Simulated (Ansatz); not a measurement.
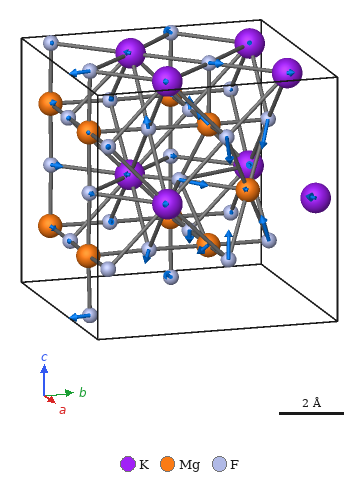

This is a relaxation of a defect cell of composition K₈Mg₉F₂₄ (cell charge +2). The starting structure is drawn; blue arrows show the displacements, magnified 2 times.

A ball-and-stick model of the cell of the calculation (origin shifted), seen slightly off an axis.

Theory: DFT, PBEsol, PAW, plane waves (Ansatz 0.2.0).

The input:
```yaml
crystal:
  lattice:
    - [7.982544, 0.000000, 0.000000]
    - [0.000000, 7.982544, 0.000000]
    - [0.000000, 0.000000, 7.982544]
  atoms:
    - { symbol: K, position: [0.999827, 0.004680, 0.996323] }
    - { symbol: K, position: [0.998133, 0.002184, 0.498205] }
    - { symbol: K, position: [0.995677, 0.502660, 0.998369] }
    - { symbol: K, position: [0.002317, 0.496020, 0.500356] }
    - { symbol: K, position: [0.497959, 0.999358, 0.998351] }
    - { symbol: K, position: [0.499758, 0.999101, 0.496283] }
    - { symbol: K, position: [0.499496, 0.498742, 0.995793] }
    - { symbol: K, position: [0.591336, 0.588657, 0.499138] }
    - { symbol: Mg, position: [0.247622, 0.249880, 0.250585] }
    - { symbol: Mg, position: [0.250391, 0.250392, 0.745627] }
    - { symbol: Mg, position: [0.252458, 0.747630, 0.245321] }
    - { symbol: Mg, position: [0.249616, 0.750981, 0.750080] }
    - { symbol: Mg, position: [0.745403, 0.251112, 0.248004] }
    - { symbol: Mg, position: [0.752147, 0.249252, 0.750298] }
    - { symbol: Mg, position: [0.753131, 0.747518, 0.251153] }
    - { symbol: Mg, position: [0.750381, 0.749900, 0.750585] }
    - { symbol: Mg, position: [0.374124, 0.374362, 0.496677] }
    - { symbol: F, position: [0.246529, 0.253807, 0.995716] }
    - { symbol: F, position: [0.157309, 0.158433, 0.504047] }
    - { symbol: F, position: [0.253560, 0.754402, 0.001667] }
    - { symbol: F, position: [0.253250, 0.752418, 0.502492] }
    - { symbol: F, position: [0.750952, 0.252028, 0.003387] }
    - { symbol: F, position: [0.752678, 0.250317, 0.499364] }
    - { symbol: F, position: [0.749766, 0.751830, 0.998347] }
    - { symbol: F, position: [0.751627, 0.751524, 0.500226] }
    - { symbol: F, position: [0.000101, 0.249907, 0.253027] }
    - { symbol: F, position: [0.004416, 0.249935, 0.749682] }
    - { symbol: F, position: [0.001897, 0.751971, 0.247288] }
    - { symbol: F, position: [0.998475, 0.744758, 0.751512] }
    - { symbol: F, position: [0.500281, 0.254071, 0.250330] }
    - { symbol: F, position: [0.498322, 0.246883, 0.751920] }
    - { symbol: F, position: [0.501594, 0.751379, 0.248716] }
    - { symbol: F, position: [0.495978, 0.753706, 0.748625] }
    - { symbol: F, position: [0.251827, 0.000819, 0.252355] }
    - { symbol: F, position: [0.251794, 0.998423, 0.747869] }
    - { symbol: F, position: [0.249816, 0.501871, 0.251653] }
    - { symbol: F, position: [0.246787, 0.499150, 0.747748] }
    - { symbol: F, position: [0.754415, 0.995616, 0.249010] }
    - { symbol: F, position: [0.750393, 0.997176, 0.747055] }
    - { symbol: F, position: [0.752622, 0.500714, 0.248906] }
    - { symbol: F, position: [0.745788, 0.502057, 0.751747] }
  symmetry: { detect: false }
kpoints:
  mp_grid: { grid: [1, 1, 1], shift: [0.25, 0.25, 0.25] }
hamiltonian:
  xc: pbesol
total_charge: 2
scf:
  occupations: { method: fermi_dirac, width: 0.01 }
relax:
  f_tol: 0.03
  max_steps: 80
  escape_saddle: false
  adjacent_minimum: "off"
output:
  forces: true
  eigenvalues: true
  populations: true
  charged_corrections: { epsilon: 7 }
```

Command:
```bash
ansatz run in.yaml --threads 8 --pin off --max-ram 13300MiB --runs-dir r --events-out ev --progress --plain
```

What happened in the run?

The atom that moves furthest is F19 (0.53 Å along [1 1 0]). Largest moves by element: F 0.53 Å, Mg 0.29 Å, K 0.21 Å. The lattice vectors keep their values. Near-neighbour distances that change, for instance: K2–F19 1.781 → 2.422 Å, Mg17–F19 2.443 → 1.822 Å, Mg17–F31 2.484 → 1.969 Å, K5–F31 2.788 → 3.290 Å. Among the angles between lasting bonds that change: Mg9–F19–Mg10 124.7° → 164.4°, F19–Mg10–F31 110.9° → 78.9°, F19–Mg10–F37 109.7° → 78.8°. The energy falls by 9.499 eV per cell of the calculation in 6 geometry steps. The largest force component goes from 9.6 to 0.0075 eV/Å. Cost: 40 s on 8 threads of AMD EPYC 7R43 64-Core Processor, peak memory 0.99 GiB.

Limits of the set-up: the periodic images lie only 8.0 Å apart, so the values are limited by the cell's size; the cell is charged, on a uniform background, and energies carry no finite-size correction.
